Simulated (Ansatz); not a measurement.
## Geometry relaxation, with input and output: Mn3Sb (part 1 of 2)

Mn3Sb (Pm-3m, 4 atoms in the cell), computed with DFT PBEsol, scalar-relativistic, plane waves, PAW, spin-polarised (Ansatz 0.2.0).

The structure derives from an entry of the Crystallography Open Database. Figures and captions count atoms from 1; the log counts them from 0 in places.

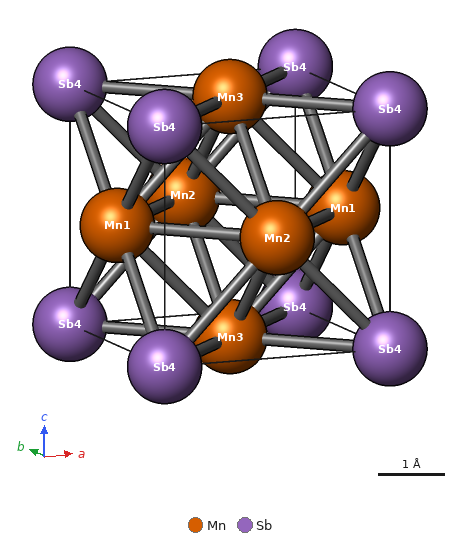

*The input geometry (ball-and-stick view of the cell of the calculation, seen slightly off an axis; atoms are numbered from 1 in the order of the input).*

## Input
```yaml
crystal:
  lattice:
    - [3.7577694254, 0.0, 0.0]
    - [0.0, 3.7577694254, 0.0]
    - [0.0, 0.0, 3.7577694254]
  atoms:
    - { symbol: Mn, position: [0.0, 0.5, 0.5], spin: 2.17 }
    - { symbol: Mn, position: [0.5, 0.0, 0.5], spin: 2.17 }
    - { symbol: Mn, position: [0.5, 0.5, 0.0], spin: 2.17 }
    - { symbol: Sb, position: [0.0, 0.0, 0.0] }
basis:
  ecutwfc: 420
kpoints:
  mp_grid: { grid: [12, 12, 12] }
hamiltonian:
  xc: pbesol
scf:
  occupations: { method: gaussian, width: 0.1 }
output:
  forces: true
  stress: true
  eigenvalues: true
  populations: true
magnetization:
  spin_polarized: true
relax:
  adjacent_minimum: "off"
  f_tol: 0.005
  max_steps: 80
  cell: { stress_tol: 0.05 }
```

Hardware: 1 thread of an Arm (aarch64) CPU, shared host.

## Log
```
Engine: ansatz 0.2.0, aarch64-unknown-linux-gnu
Pseudopotentials: kind: paw
Pseudopotential: Mn, paw, valence charge 15, recommended cutoff 420 eV (normal), Mn.paw.azcp
Pseudopotential: Sb, paw, valence charge 15, recommended cutoff 420 eV (normal), Sb.paw.azcp
Functional definition: PBEsol
  exchange = pbesol_x
  correlation = pbesol_c
Crystal: 4 atoms, lattice volume = 53.063 Å³
Basis set: ecut = 420 eV, 1021 PW (Γ), exchange–correlation on 54×54×54 points (8 copies of the dense FFT grid, shifted against one another)
Bands: 40, of which v1, the nominal top of the filled ones, is band 30 counted from 1 (29 counted from 0)
Symmetry: 48 space group operations
Space group: Pm-3m (ITA 221), of the structure as read, at distance tolerance 3.8e-5 Å
Magnetic group: BNS 221.92 (UNI 1594), of the structure as read, at distance tolerance 3.8e-5 Å
k-points: 84 of 1728
Non-local potential: Mn, projectors of the file, l = 0: 3, l = 1: 2, l = 2: 3, l = 3: 1
Non-local potential: Sb, projectors of the file, l = 0: 2, l = 1: 2, l = 2: 2, l = 3: 2
PAW form: soft (Blöchl's): semilocal exchange-correlation on the pseudo side does not see the compensation charge
PAW frozen core: Mn, regenerated for the run's functional, and the local potential with it (the file was generated under x = pbe(κ = 0.804, μ = 0.2195149727645171), c = pbe(β = 0.06672455060314922))
PAW frozen core: Sb, regenerated for the run's functional, and the local potential with it (the file was generated under x = pbe(κ = 0.804, μ = 0.2195149727645171), c = pbe(β = 0.06672455060314922))
PAW one-centre angular grid: Mn, 590 points (default); XC on 64 Gauss nodes
PAW one-centre angular grid: Sb, 590 points (default); XC on 64 Gauss nodes
Initial density: superposition of atomic densities (chi_scale 0.1, normalization cell)
Starting moments: Σ|m| = 6.51 μB on 3 of 4 sites
Initial wavefunctions: pseudopotential atomic-orbital guess
Functional: x = pbesol(κ = 0.804, μ = 0.12345679012345678), c = pbesol(β = 0.046)
SCF iter   1: F=—  HF=-18012.851695 eV  |F-HF|=—  |Δ(HF+E_count)|=         —  Δρ=4.92e-2 (↑4.92e-2 ↓4.59e-2)  dr2=2.78e0  dr2_m=3.09e-1  M=5.913 μB ∫|m|=6.075 μB  β_m=0.30  ethr=3.10e-3  ⟨swp⟩=5.6  Hψ=21934  notcnv=0
Mixer restart at iter 1: flushing history
preconditioner: auto → Kerker (q_TF=auto, 2.785 Å⁻¹)  [metal: Δε(μ)=0.030 eV  Ē_g=13.566 eV  σ=0.100 eV  W_gap=0.17  n_scr=18 (ndim 8)  ℏωp=30.6 eV  f_vac=0.000  D(μ)=1.35/eV (n_scr^D=6)]
spin=Collinear: Kerker preconditioning applied to the charge; magnetization (m = ρ↑ − ρ↓) channel mixes plain (no charge-response kernel on spin).
SCF iter   2: F=—  HF=-18011.973543 eV  |F-HF|=—  |Δ(HF+E_count)|=   8.78e-1  Δρ=2.65e-2 (↑2.20e-2 ↓2.65e-2)  dr2=8.16e-1  dr2_m=1.66e-1  M=5.991 μB ∫|m|=6.174 μB  β_m=0.40  ethr=3.10e-3  ⟨swp⟩=2.2  Hψ=10273  notcnv=0  defer=414
SCF iter   3: F=—  HF=-18013.149960 eV  |F-HF|=—  |Δ(HF+E_count)|=    1.18e0  Δρ=1.62e-2 (↑1.62e-2 ↓1.51e-2)  dr2=6.14e-1  dr2_m=5.03e-2  M=6.015 μB ∫|m|=6.216 μB  β_m=0.70  ethr=1.36e-3  ⟨swp⟩=2.0  Hψ=8166  notcnv=0  defer=414
SCF iter   4: F=—  HF=-18013.984996 eV  |F-HF|=—  |Δ(HF+E_count)|=   8.35e-1  Δρ=9.23e-3 (↑9.23e-3 ↓6.97e-3)  dr2=2.26e-1  dr2_m=4.48e-3  M=6.004 μB ∫|m|=6.215 μB  β_m=0.80  ethr=1.02e-3  ⟨swp⟩=2.8  Hψ=10402  notcnv=0  defer=413
SCF iter   5: F=—  HF=-18013.990866 eV  |F-HF|=—  |Δ(HF+E_count)|=         —  Δρ=5.36e-3 (↑5.36e-3 ↓3.16e-3)  dr2=2.52e-2  dr2_m=7.44e-4  M=5.964 μB ∫|m|=6.169 μB  β_m=0.80  ethr=3.76e-4  ⟨swp⟩=2.5  Hψ=10966  notcnv=0  defer=413
Mixer restart at iter 5: flushing history
SCF iter   6: F=—  HF=-18013.994573 eV  |F-HF|=—  |Δ(HF+E_count)|=   3.71e-3  Δρ=2.91e-3 (↑2.91e-3 ↓9.21e-4)  dr2=4.41e-3  dr2_m=5.96e-4  M=5.985 μB ∫|m|=6.195 μB  β_m=0.68  ethr=4.19e-5  ⟨swp⟩=2.1  Hψ=12892  notcnv=0  defer=409
SCF iter   7: F=—  HF=-18013.991189 eV  |F-HF|=—  |Δ(HF+E_count)|=   3.38e-3  Δρ=6.66e-4 (↑6.66e-4 ↓6.66e-4)  dr2=8.60e-4  dr2_m=2.67e-6  M=5.975 μB ∫|m|=6.183 μB  β_m=0.77  ethr=7.36e-6  ⟨swp⟩=2.0  Hψ=12514  notcnv=0  defer=409
SCF iter   8: F=—  HF=-18013.991312 eV  |F-HF|=—  |Δ(HF+E_count)|=   1.23e-4  Δρ=2.09e-4 (↑2.09e-4 ↓1.43e-4)  dr2=4.85e-5  dr2_m=3.71e-6  M=5.978 μB ∫|m|=6.185 μB  β_m=0.88  ethr=1.43e-6  ⟨swp⟩=2.0  Hψ=8367  notcnv=0  defer=409
SCF iter   9: F=—  HF=-18013.991308 eV  |F-HF|=—  |Δ(HF+E_count)|=   4.46e-6  Δρ=5.23e-5 (↑5.21e-5 ↓5.23e-5)  dr2=6.98e-6  dr2_m=1.80e-7  M=5.978 μB ∫|m|=6.185 μB  β_m=0.94  ethr=8.08e-8  ⟨swp⟩=2.0  Hψ=8131  notcnv=0  defer=409
SCF iter  10: F=—  HF=-18013.991307 eV  |F-HF|=—  |Δ(HF+E_count)|=   7.49e-7  Δρ=9.04e-6 (↑8.74e-6 ↓9.04e-6)  dr2=2.37e-7  dr2_m=4.98e-10  M=5.977 μB ∫|m|=6.185 μB  β_m=0.97  ethr=1.16e-8  ⟨swp⟩=2.0  Hψ=8512  notcnv=0  defer=409
SCF iter  11: F=-18013.991307 eV  HF=-18013.991307 eV  |F-HF|=4.92e-9  |Δ(HF+E_count)|=   5.98e-8  Δρ=2.01e-6 (↑2.01e-6 ↓1.51e-6)  dr2=6.48e-9  dr2_m=4.87e-11  M=5.978 μB ∫|m|=6.185 μB  ethr=1.67e-10  ⟨swp⟩=8.6  Hψ=29580  notcnv=0
SCF 1 converged in 11 iterations: F = -18013.991307 eV  dr2 = 6.48e-9
  greatest PAW one-centre occupation: 1.001 electrons in one spin orbital (limit 2), on the Mn atom at site 2 (counted from 0), in its partial waves of l = 1
relax step   1: F+E_penalty+E_count = -18013.99130703 eV  Δ(F+E_penalty+E_count) = +0.000e0 eV  max|allowed force component| = 2.290e-28 eV/Å  Δτ_max = 0.0000 Å  P = -0.172 GPa  Ω = 53.063 Å³  (11 SCF iters, dr2 threshold 1.00e-7 eV, accepted)
Crystal: 4 atoms, lattice volume = 53.009 Å³
Initial density: handed on by an earlier stage of this run
Starting moments: Σ|m| = 6.51 μB on 3 of 4 sites; this step starts from the density that it was given
Initial wavefunctions: those handed on with the density
iter 1 solved again at ethr=3.89e-8 eV; its pass at ethr=3.10e-3 eV (dr2=2.33e-5 eV) is discarded
SCF iter   1: F=—  HF=-18013.991347 eV  |F-HF|=—  |Δ(HF+E_count)|=         —  Δρ=2.29e-4 (↑2.29e-4 ↓5.25e-5)  dr2=2.49e-5  dr2_m=5.93e-6  M=5.975 μB ∫|m|=6.182 μB  β_m=0.65  ethr=3.89e-8  ⟨swp⟩=2.0  Hψ=27885  notcnv=0
preconditioner: auto → none  [metal: Δε(μ)=0.008 eV  Ē_g=13.703 eV  σ=0.100 eV  W_gap=0.04  n_scr=6 (ndim 8)  ℏωp=30.6 eV  f_vac=0.000  D(μ)=1.23/eV (n_scr^D=6)]
SCF iter   2: F=—  HF=-18013.991348 eV  |F-HF|=—  |Δ(HF+E_count)|=   1.06e-6  Δρ=1.83e-4 (↑1.83e-4 ↓1.23e-4)  dr2=3.54e-5  dr2_m=4.69e-7  M=5.976 μB ∫|m|=6.183 μB  β_m=0.32  ethr=3.89e-8  ⟨swp⟩=2.0  Hψ=11796  notcnv=0
SCF iter   3: F=—  HF=-18013.991342 eV  |F-HF|=—  |Δ(HF+E_count)|=   5.48e-6  Δρ=3.86e-5 (↑3.55e-5 ↓3.86e-5)  dr2=1.94e-7  dr2_m=6.00e-7  M=5.976 μB ∫|m|=6.182 μB  β_m=0.54  ethr=3.89e-8  ⟨swp⟩=2.4  Hψ=11021  notcnv=0
SCF iter   4: F=—  HF=-18013.991351 eV  |F-HF|=—  |Δ(HF+E_count)|=   8.85e-6  Δρ=2.00e-5 (↑1.01e-5 ↓2.00e-5)  dr2=4.72e-7  dr2_m=1.48e-8  M=5.976 μB ∫|m|=6.183 μB  β_m=0.72  ethr=3.24e-10  ⟨swp⟩=2.2  Hψ=11535  notcnv=0
SCF iter   5: F=—  HF=-18013.991354 eV  |F-HF|=—  |Δ(HF+E_count)|=   2.58e-6  Δρ=8.97e-6 (↑8.97e-6 ↓8.86e-6)  dr2=1.35e-7  dr2_m=1.60e-9  M=5.976 μB ∫|m|=6.182 μB  β_m=0.80  ethr=3.24e-10  ⟨swp⟩=2.2  Hψ=11253  notcnv=0
SCF iter   6: F=—  HF=-18013.991354 eV  |F-HF|=—  |Δ(HF+E_count)|=   4.31e-7  Δρ=1.10e-6 (↑1.10e-6 ↓8.16e-7)  dr2=5.90e-10  dr2_m=2.36e-10  M=5.976 μB ∫|m|=6.182 μB  β_m=0.86  ethr=2.26e-10  ⟨swp⟩=2.0  Hψ=11270  notcnv=0
SCF iter   7: F=-18013.991354 eV  HF=-18013.991354 eV  |F-HF|=1.83e-9  |Δ(HF+E_count)|=   4.18e-9  Δρ=1.10e-6 (↑1.10e-6 ↓8.91e-7)  dr2=2.14e-9  dr2_m=2.53e-11  M=5.976 μB ∫|m|=6.182 μB  ethr=1.00e-12  ⟨swp⟩=1.6  Hψ=18683  notcnv=0
SCF 2 converged in 7 iterations: F = -18013.991354 eV  dr2 = 2.14e-9
relax step   2: F+E_penalty+E_count = -18013.99135400 eV  Δ(F+E_penalty+E_count) = -4.697e-5 eV  max|allowed force component| = 1.443e-29 eV/Å  Δτ_max = 0.0000 Å  P = +0.027 GPa  Ω = 53.009 Å³  energy of the carried Pulay correction = +2.269e-5 eV  (7 SCF iters, dr2 threshold 7.39e-8 eV, accepted)
Initial wavefunctions: pseudopotential atomic-orbital guess (no wavefunctions were taken with the density)
iter 1 solved again at ethr=1.12e-8 eV; its pass at ethr=3.10e-3 eV (dr2=6.72e-6 eV) is discarded
SCF iter   1: F=—  HF=-18013.991336 eV  |F-HF|=—  |Δ(HF+E_count)|=         —  Δρ=1.46e-6 (↑6.22e-7 ↓1.46e-6)  dr2=9.43e-10  dr2_m=1.96e-10  M=5.976 μB ∫|m|=6.182 μB  β_m=0.65  ethr=1.12e-8  ⟨swp⟩=4.0  Hψ=44720  notcnv=0
preconditioner: auto → none  [metal: Δε(μ)=0.014 eV  Ē_g=13.702 eV  σ=0.100 eV  W_gap=0.08  n_scr=6 (ndim 8)  ℏωp=30.6 eV  f_vac=0.000  D(μ)=1.23/eV (n_scr^D=6)]
SCF iter   2: F=—  HF=-18013.991335 eV  |F-HF|=—  |Δ(HF+E_count)|=   1.92e-7  Δρ=1.12e-6 (↑1.12e-6 ↓7.92e-7)  dr2=1.20e-9  dr2_m=1.09e-10  M=5.976 μB ∫|m|=6.182 μB  β_m=0.30  ethr=1.57e-12  ⟨swp⟩=3.0  Hψ=15771  notcnv=0
SCF iter   3: F=—  HF=-18013.991335 eV  |F-HF|=—  |Δ(HF+E_count)|=  6.22e-10  Δρ=4.76e-7 (↑4.03e-7 ↓4.76e-7)  dr2=4.27e-11  dr2_m=5.57e-11  M=5.976 μB ∫|m|=6.182 μB  β_m=0.42  ethr=1.57e-12  ⟨swp⟩=2.1  Hψ=9164  notcnv=0
SCF iter   4: F=—  HF=-18013.991335 eV  |F-HF|=—  |Δ(HF+E_count)|=  1.13e-10  Δρ=2.71e-7 (↑2.27e-7 ↓2.71e-7)  dr2=1.45e-11  dr2_m=1.82e-11  M=5.976 μB ∫|m|=6.182 μB  β_m=0.65  ethr=1.00e-12  ⟨swp⟩=1.0  Hψ=6720  notcnv=0
SCF iter   5: F=—  HF=-18013.991335 eV  |F-HF|=—  |Δ(HF+E_count)|=  1.60e-10  Δρ=1.11e-7 (↑1.04e-7 ↓1.11e-7)  dr2=1.50e-11  dr2_m=7.88e-13  M=5.976 μB ∫|m|=6.182 μB  β_m=0.63  ethr=1.00e-12  ⟨swp⟩=1.0  Hψ=6720  notcnv=0
SCF iter   6: F=-18013.991335 eV  HF=-18013.991335 eV  |F-HF|=2.91e-11  |Δ(HF+E_count)|=  4.73e-11  Δρ=1.30e-7 (↑1.30e-7 ↓1.12e-7)  dr2=3.11e-11  dr2_m=1.25e-13  M=5.976 μB ∫|m|=6.182 μB  ethr=1.00e-12  ⟨swp⟩=3.0  Hψ=20943  notcnv=0
SCF 3 converged in 6 iterations: F = -18013.991335 eV  dr2 = 3.11e-11
  greatest PAW one-centre occupation: 1.001 electrons in one spin orbital (limit 2), on the Mn atom at site 0 (counted from 0), in its partial waves of l = 1
relax step   3: F+E_penalty+E_count = -18013.99133535 eV  Δ(F+E_penalty+E_count) = +1.865e-5 eV  max|allowed force component| = 2.110e-29 eV/Å  Δτ_max = 0.0000 Å  P = +0.027 GPa  Ω = 53.009 Å³  stress off target by 2.72e-2 GPa  SCF on the basis re-selected at this cell (its energy is not comparable with the rows above)  (6 SCF iters)
```

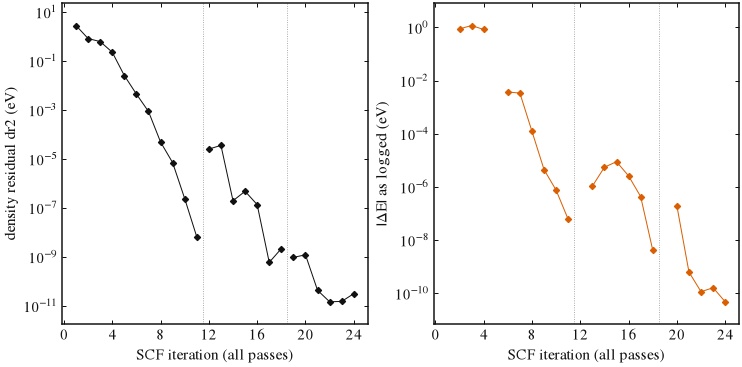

*Convergence of the self-consistent field: density residual dr2 and size of the energy change against the SCF iteration. The dotted lines part the SCF passes of the relaxation: geometry steps, rejected trials and re-solves on a re-selected basis.*

The passes take 11, 7 and 6 iterations.
